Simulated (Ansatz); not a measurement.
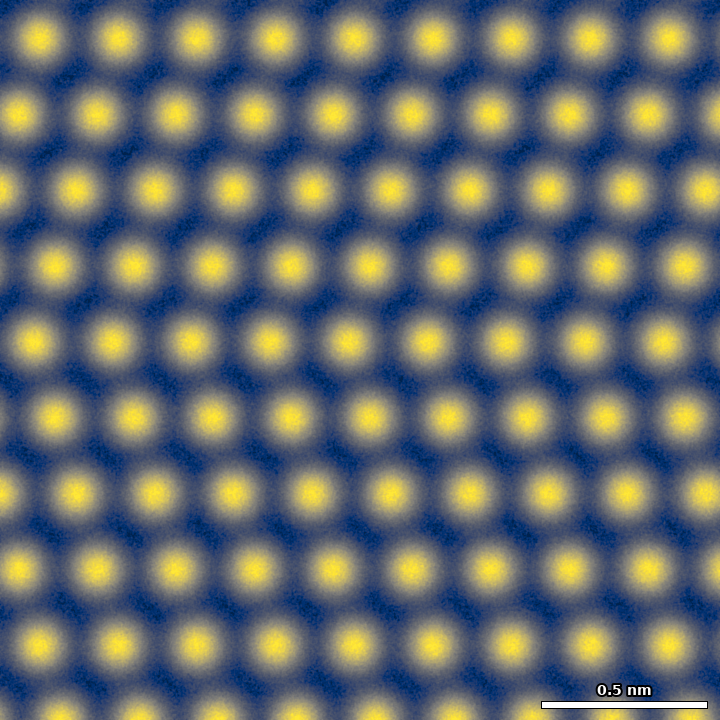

Integrated-DPC-like image of Cd (I4/mmm, No. 139) along [100]. Simulated as the projected potential of neutral atoms (B = 0.5 Å²) blurred by a 1.02 Å probe, the thin-sample limit of integrated differential phase contrast. The display is stretched by a gamma of 0.65; percentages refer to the linear signal. Shot noise was added.

One planar defect was built into the perfect crystal by geometry alone, without relaxation. Host structure: coordinates from a relaxation with Ansatz, DFT PBEsol, scalar-relativistic, plane waves, PAW; the starting structure was generated, so it need not be a known form of this composition.

### Find the planar defect and say what kind it is.

A twin boundary runs horizontally about 10 Å below the top edge. The part above it is the mirror image of the part below, so slanted rows of columns change direction there; the row on the boundary belongs to both.
